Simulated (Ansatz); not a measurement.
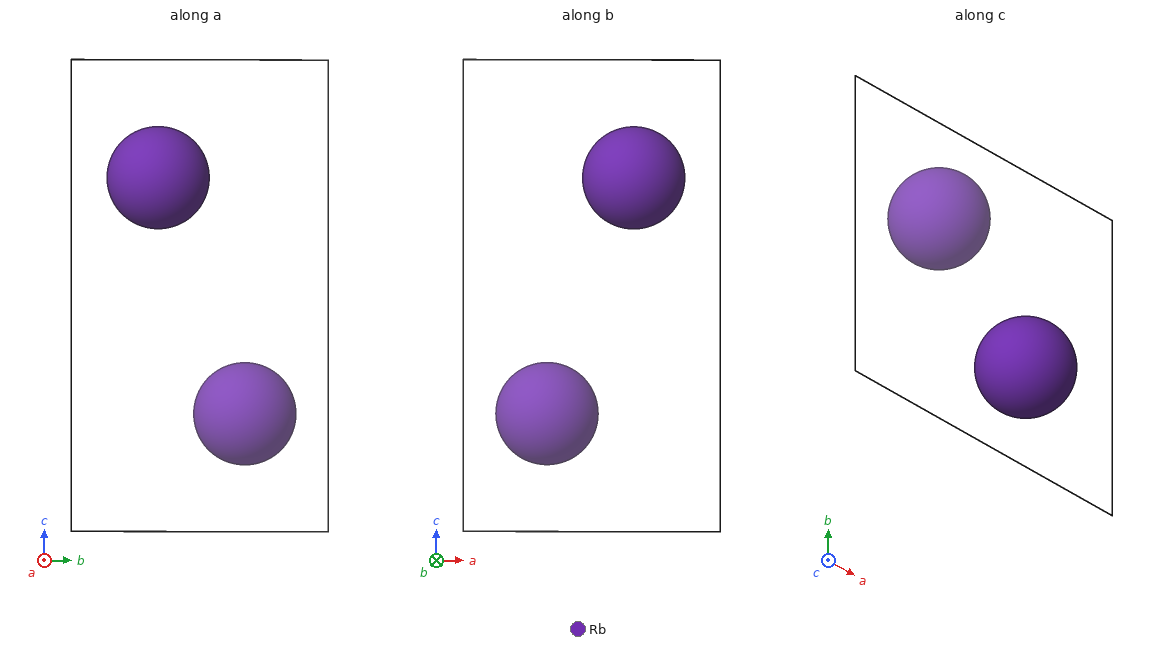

Structure drawing (spheres-only), viewed along the a axis, along the b axis and along the c axis. The parallelepiped is the unit cell.

Lattice parameters: a = 4.8948 Å, b = 4.8948 Å, c = 7.8255 Å, α = 90.077°, β = 90.077°, γ = 119.440°.

**Give the structure in the form of a CIF in P1 with every atom of the cell, with free fractional coordinates to two decimals.**

```cif
data_structure
_symmetry_space_group_name_H-M 'P 1'
_symmetry_Int_Tables_number 1
_cell_length_a 4.8948
_cell_length_b 4.8948
_cell_length_c 7.8255
_cell_angle_alpha 90.077
_cell_angle_beta 90.077
_cell_angle_gamma 119.440
_cell_volume 163.28
loop_
_atom_site_label
_atom_site_type_symbol
_atom_site_fract_x
_atom_site_fract_y
_atom_site_fract_z
_atom_site_occupancy
Rb1 Rb 0.33 0.67 0.25 1
Rb2 Rb 0.66 0.34 0.75 1
```

Source of the structure: a structure type filled with this element by a generator (whether the element takes this form wasn't checked). Earlier steps of the study may have refined or changed the cell and positions. It was run through Ansatz as a DFT input.
